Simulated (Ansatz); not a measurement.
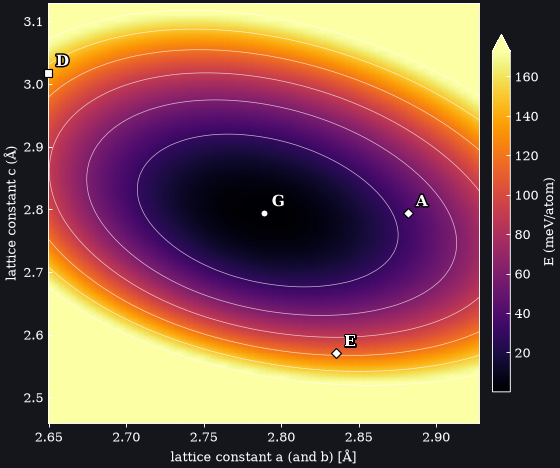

TiO (P-6m2, No. 187; 2 atoms in the cell). 
- The energy is mapped over the lattice constants a and c of the conventional cell.
- Coordinates scanned: (1) lattice constant a (and b); (2) lattice constant c.
- Nothing is relaxed (symmetry fixes all fractional coordinates).
- Grid: 7 × 7 points.
- Points are written as (first, second).
- Energies are in meV/atom, from the lowest grid point.
- The runs have no spin polarisation; a magnetic state may lie lower.
- Level of theory: Ansatz, DFT PBEsol, scalar-relativistic, plane waves, PAW. Settings: cutoff 520 eV, k-mesh 18×18×16 in the order of the run's cell vectors, gaussian smearing 0.15 eV, no spin polarisation.

The picture shows a smooth colour map with a few white contour lines, one colour for all values above the top of the scale, lettered points. Between grid points the surface is interpolated.

### What kind of point is each of E, G: minimum, saddle, maximum or slope?

E: on a slope; G: minimum. (In these two coordinates alone; a stationary point may lie a little off the grid point.)

### Rank the lettered points by energy, lowest first.

G (0 meV/atom), A (37 meV/atom), E (116 meV/atom), D (142 meV/atom).

PAW datasets: the set soft_1.
